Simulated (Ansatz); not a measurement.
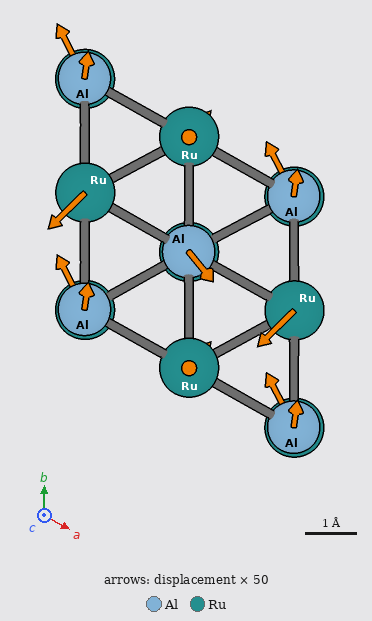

This is a relaxation of crystalline AlRu (set up in P1). The starting structure is drawn; orange arrows show the displacements (the part carried along by the change of the cell is left out), 50 times their true length.

A ball-and-stick model of the cell of the calculation, seen along the c axis.

Case: cell sheared at random, sigma 0.06, atoms nudged by 0.01 Å; relaxed back.

Computed with Ansatz 0.2.0, DFT LDA, scalar-relativistic, plane waves, PAW.

The input:
```yaml
crystal:
  lattice:
    - [-2.9210809733, 2.8523753461, 3.0563927058]
    - [2.6969025749, -2.9484509814, 2.9282899428]
    - [3.0806062383, 3.1079762464, -3.1524683411]
  atoms:
    - { symbol: Al, position: [0.4975529146, 0.5013070872, 0.0018742126] }
    - { symbol: Al, position: [-0.000371131, -0.0024987502, -0.0020257031] }
    - { symbol: Al, position: [-0.0010039809, 0.5018068041, 0.499357069] }
    - { symbol: Al, position: [0.4978082942, -0.0033772071, 0.4977664847] }
    - { symbol: Ru, position: [0.4996853031, 0.5010411471, 0.498952412] }
    - { symbol: Ru, position: [0.002751403, -0.0032118456, 0.4982512922] }
    - { symbol: Ru, position: [0.0035851301, 0.5048777075, 0.0036049388] }
    - { symbol: Ru, position: [0.4999920671, 5.50571e-05, 0.0022192939] }
basis:
  ecutwfc: 420
kpoints:
  mp_grid: { grid: [8, 8, 8] }
hamiltonian:
  xc: lda
scf:
  occupations: { method: gaussian, width: 0.15 }
output:
  forces: true
  stress: true
  eigenvalues: true
relax:
  adjacent_minimum: "off"
  f_tol: 0.01
  max_steps: 80
  cell: { stress_tol: 0.1 }
```

Run as
```bash
ansatz run input.yaml --threads 2 --pin off --max-ram 5120MiB --backend cpu --events-out ev --progress --plain --runs-dir out
```

> What happened in the run?

Ru6 moves most relative to the cell: 0.026 Å along [−2 2 1]. Largest moves by element: Ru 0.026 Å, Al 0.020 Å. Cell: a 5.100 → 5.116 Å (+0.3 %), b 4.954 → 5.116 Å (+3.3 %), c 5.393 → 5.117 Å (−5.1 %), α 112.2° → 109.5°, β 110.8° → 109.5°, γ 106.9° → 109.5°. Volume +0.3 %. Among the contacts that change: Al1–Ru5 2.716 → 2.558 Å, Al3–Ru7 2.706 → 2.558 Å, Al2–Ru6 2.700 → 2.558 Å, Al1–Ru5 (another image) 2.678 → 2.558 Å. Within 0.06 Å the space group is P-1 at the start and Pm-3m at the end; at a tighter tolerance small leftover displacements or strains of the cell lower it. Over 4 accepted moves (6 points after the start) the energy falls by 57.5 meV per atom. The largest force component goes from 0.43 to under 0.0001 eV/Å. Pressure: 2.38 GPa at the start and 0.00 GPa at the end. At 2 points the geometry stayed and the basis and grid were re-selected for the new cell (energy shift of 0.2 meV per atom at most each time).
